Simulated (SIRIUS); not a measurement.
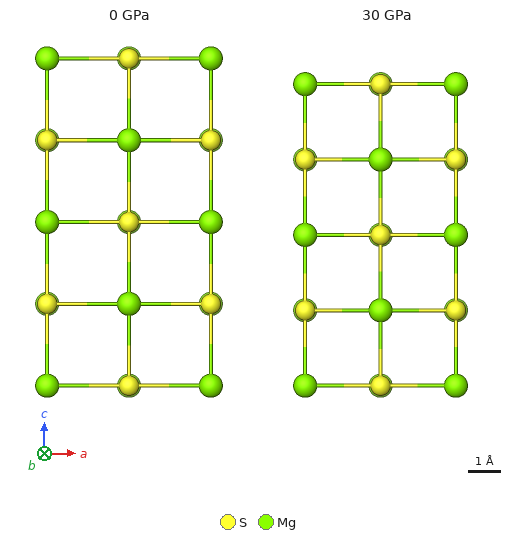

A crystal of MgS (set up in Fm-3m), relaxed (cell and atoms) at several target pressures. The picture shows the first and the last member. Style: ball-and-stick. Shown: the conventional cell (4 times the calculation's cell), repeated 1 × 1 × 2 with one cell outlined, along the b axis. Lengths and directions refer to the drawn axes.

Computed with SIRIUS 7.10.0: PBE, dojo-sr-pbe-0.4.1-standard. (plane-wave cutoff 1152 eV; k-point mesh 4 × 4 × 4; occupations fermi-dirac; smearing width 0.05 eV; optimiser BFGS; no spin polarisation)

```csv
pressure (GPa),volume (Å³/atom),a (Å)
0,17.971,5.239
5,?,?
10,16.132,5.053
20,14.930,4.925
30,14.053,4.826
```

Fill in the missing row.

Murnaghan's form V = V₀(1 + B′P/B₀)^(−1/B′), with V₀ = 17.971 Å³ from the row at zero pressure, fits the other rows with B₀ = 75.8 GPa and B′ = 3.61 (largest miss 0.002 Å³). At 5 GPa it gives 17.971 × (1 + 3.61 × 5/75.8)^(−1/3.61) = 16.939 Å³ per atom. The calculation gives 16.910 Å³/atom (a = 5.133 Å). The estimate is 0.029 Å³/atom too high. From the first member to the last: Mg–S 2.619 → 2.413 Å.

The whole series:

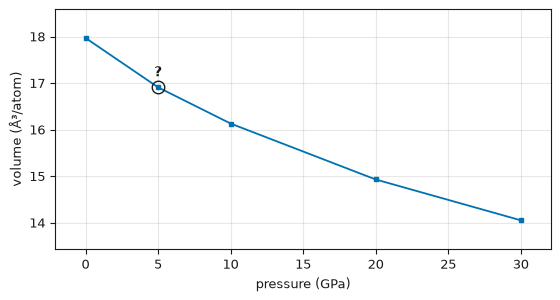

Each member starts from this one structure; whether another phase lies lower wasn't checked.
